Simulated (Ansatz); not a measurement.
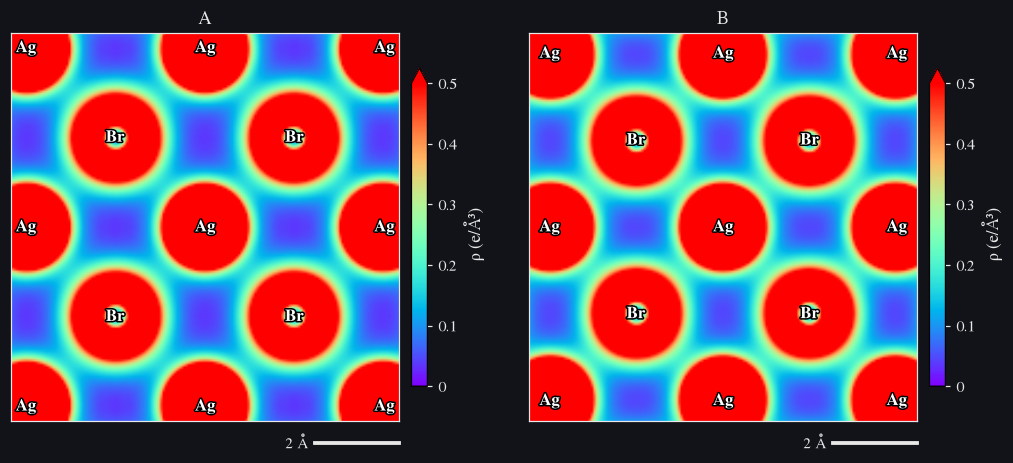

AgBr. The valence charge density (pseudo) of two cells that differ in size, on the (011) plane of each (indices in the axes of the calculation cell), at one length scale and on one colour scale; one has 24.9 and the other 27.4 Å³ an atom.

Theory: Ansatz, DFT PBE, scalar-relativistic, plane waves, PAW.

The density is the valence pseudo-density of a PAW calculation; it isn't the true density close to the nuclei.

The larger cell:

```yaml
crystal:
  lattice:
    - [0.00000, 3.01597, 3.01597]
    - [3.01597, 0.00000, 3.01597]
    - [3.01597, 3.01597, 0.00000]
  atoms:
    - { symbol: Ag, position: [0.00000, 0.00000, 0.00000] }
    - { symbol: Br, position: [0.50000, 0.50000, 0.50000] }
```

The smaller cell: a = 4.132 Å, b = 4.132 Å, c = 4.132 Å, α = 60.00°, β = 60.00°, γ = 60.00°.

> Which panel shows the smaller cell, and what does the compression change?

Panel B is the smaller cell, by 9 % in volume. From the larger cell to the smaller, Ag–Br goes from 3.02 to 2.92 Å, and the density at its midpoint from 0.17 to 0.21 e/Å³; the pressure goes from −2.9 to 0.0 GPa; the Kohn–Sham gap goes from 0.74 eV to 0.69 eV.
